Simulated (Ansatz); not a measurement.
A series of calculations on Ti$_{2}$Co

Part 1: Relaxation

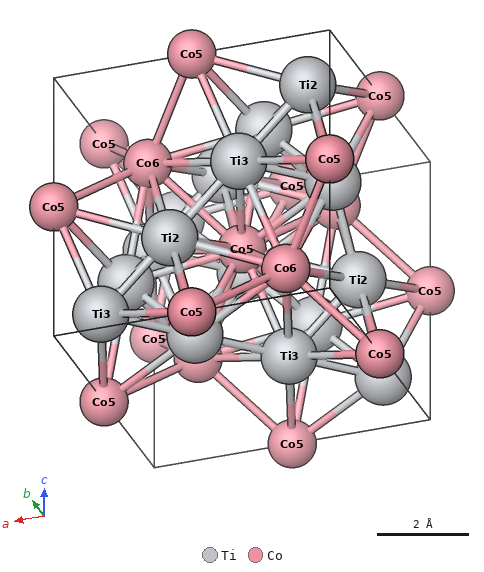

Starting structure of solid Ti2Co (set up in Fd-3m). Style: ball-and-stick. Shown: the conventional cell (4 times the calculation's cell), from a free direction. Lengths and directions refer to the drawn axes.

Case: relaxed at 60 GPa.

Theory: DFT r2SCAN, scalar-relativistic, plane waves, PAW (Ansatz).

Input file:
```yaml
crystal:
  lattice:
    - [0.0, 3.2437620378, 3.2437620378]
    - [3.2437620378, 0.0, 3.2437620378]
    - [3.2437620378, 3.2437620378, 0.0]
  atoms:
    - { symbol: Ti, position: [0.125, 0.125, 0.125], spin: 0.13 }
    - { symbol: Ti, position: [0.625, 0.125, 0.125], spin: 0.13 }
    - { symbol: Ti, position: [0.125, 0.125, 0.625], spin: 0.13 }
    - { symbol: Ti, position: [0.125, 0.625, 0.125], spin: 0.13 }
    - { symbol: Co, position: [0.5, 0.5, 0.5], spin: 1.52 }
    - { symbol: Co, position: [0.75, 0.75, 0.75], spin: 1.52 }
basis:
  ecutwfc: 500
kpoints:
  mp_grid: { grid: [10, 10, 10] }
hamiltonian:
  xc: r2scan
scf:
  occupations: { method: gaussian, width: 0.1 }
output:
  forces: true
  stress: true
  eigenvalues: true
  populations: true
magnetization:
  spin_polarized: true
relax:
  adjacent_minimum: "off"
  f_tol: 0.008
  max_steps: 50
  cell: { stress_tol: 0.08, p_target: 60.0 }
```

Command:
```bash
ansatz run input.yaml --threads 1 --pin off --max-ram 2560MiB --backend cpu --events-out ev --progress --plain --runs-dir out
```

Question: What does the optimiser find from here?

Answer: After 3 accepted moves (4 points after the start) the energy has risen by 146 meV per atom. With the target pressure of 60 GPa, the enthalpy E + pV changes by −15.4 meV per atom. All forces vanish by symmetry, so only the cell relaxes. The pressure goes from 48.91 to 59.96 GPa. The SCF was repeated once at an unchanged geometry on a basis and grid sized afresh for the cell, which shifted the energy by 0.3 meV per atom at most. The atoms keep their places relative to the cell (all moves are under 0.005 Å). The volume changes by −3.8 %, with a = b = c 6.488 → 6.405 Å (−1.3 %). Among the contacts that change: Co5–Co6 2.809 → 2.773 Å, Ti1–Co5 2.690 → 2.655 Å, Ti1–Ti2 2.294 → 2.264 Å. The space group stays Fd-3m (No. 227). The run took 4.2 min on 1 thread of Oxide Virtual Turin-like Processor (Zen 5) (shared host), peak memory 0.87 GiB.

History of the run:

| step | E − E(0), meV/atom | pressure, GPa | volume, Å³/atom | note |
| --- | --- | --- | --- | --- |
| 0 | 0.00 | 48.91 | 11.377 |  |
| 1 | 118.36 | 57.94 | 11.020 |  |
| 2 | 147.19 | 60.13 | 10.942 |  |
| 3 | 145.41 | 60.00 | 10.947 |  |
| 4 | 145.73 | 59.96 | 10.947 | same geometry, new basis |

The end point in the same view:

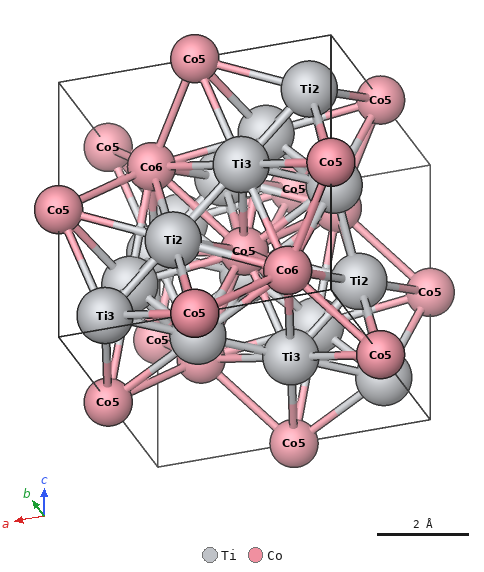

Part 2: Relaxation

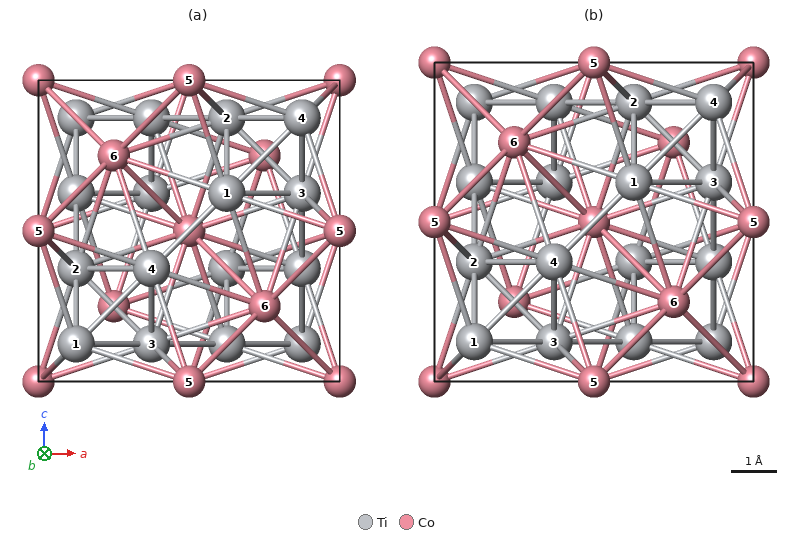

The structure of solid Ti₂Co (set up in Fd-3m) (coarse preliminary run) before (left) and after (right) a relaxation, at one scale.

A ball-and-stick model of the conventional cell (4 times the calculation's cell), seen along the b axis. Lengths and directions refer to the drawn axes.

All numbers below come from DFT r2SCAN, scalar-relativistic, plane waves, PAW in Ansatz. (plane-wave cutoff 500 eV; k-point mesh 6 × 6 × 6; occupations gaussian; smearing width 0.1 eV; collinear spin; cell and atoms relaxed; force threshold 0.05 eV/Å; at most 80 steps)

> Describe what moved and what it gained.

The energy falls by 0.968 eV per cell of the calculation in 3 accepted moves (4 points after the start). All forces vanish by symmetry, so only the cell relaxes. Pressure: 24.61 GPa at the start and 0.17 GPa at the end. The SCF was repeated once at an unchanged geometry on a basis and grid sized afresh for the cell, which shifted the energy by 13.9 meV per cell of the calculation at most. No atom moves by more than 0.005 Å relative to the cell. The volume changes by +18.6 %, with a = b = c 6.730 → 7.125 Å (+5.9 %). Some distances before and after: Co5–Co6 2.914 → 3.085 Å, Ti1–Co5 2.790 → 2.954 Å, Ti1–Ti2 2.379 → 2.519 Å. The space group stays Fd-3m (No. 227). The run took 3.1 min on 1 thread of Oxide Virtual Turin-like Processor (Zen 5) (shared host), peak memory 0.84 GiB.

Part 3: Series

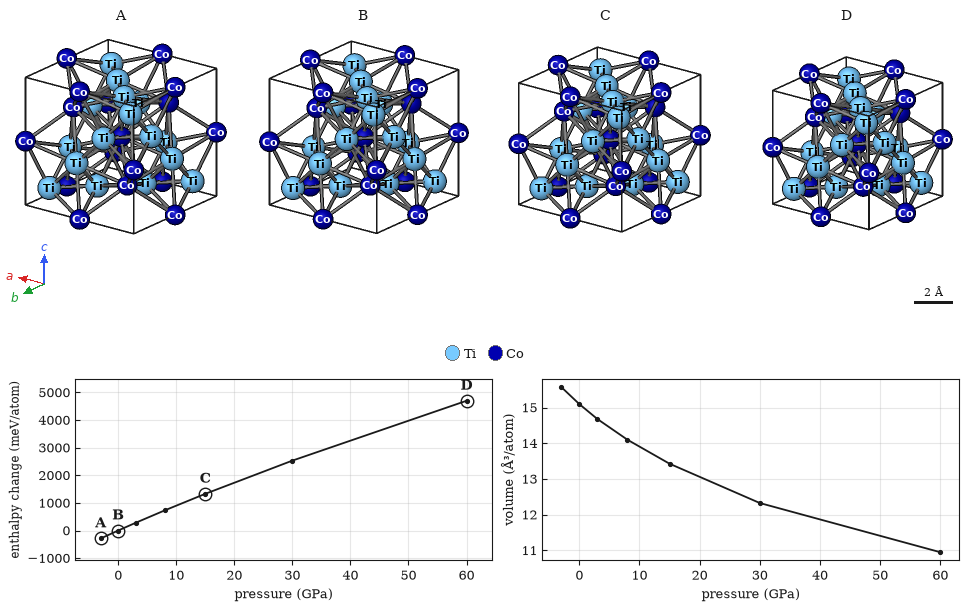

Members of a series of calculations on solid Ti₂Co (set up in Fd-3m), marked on the first curve. Style: ball-and-stick. Shown: the conventional cell (4 times the calculation's cell), from a free direction. Lengths and directions refer to the drawn axes.

Method: DFT r2SCAN, scalar-relativistic, plane waves, PAW in Ansatz 0.2.0. Settings: plane-wave cutoff 500 eV; k-point mesh 10 × 10 × 10; occupations gaussian; smearing width 0.1 eV; collinear spin.

### Describe the series.

The structure is relaxed at several pressures. A (pressure −3.0 GPa): enthalpy change −287 meV/atom, volume 15.57 Å³ per atom. B (pressure 0.0 GPa): enthalpy change 0.0 meV/atom, volume 15.10 Å³ per atom. C (pressure 15.0 GPa): enthalpy change 1329 meV/atom, volume 13.43 Å³ per atom. D (pressure 60.0 GPa): enthalpy change 4698 meV/atom, volume 10.95 Å³ per atom. The rest compares A with D. Cell: a = b = c 7.203 → 6.405 Å (−11.1 %). Volume −29.7 %. Among the bonded contacts that change: Co–Co 3.119 → 2.773 Å, Co–Ti 2.986 → 2.655 Å, Ti–Ti 2.547 → 2.264 Å.
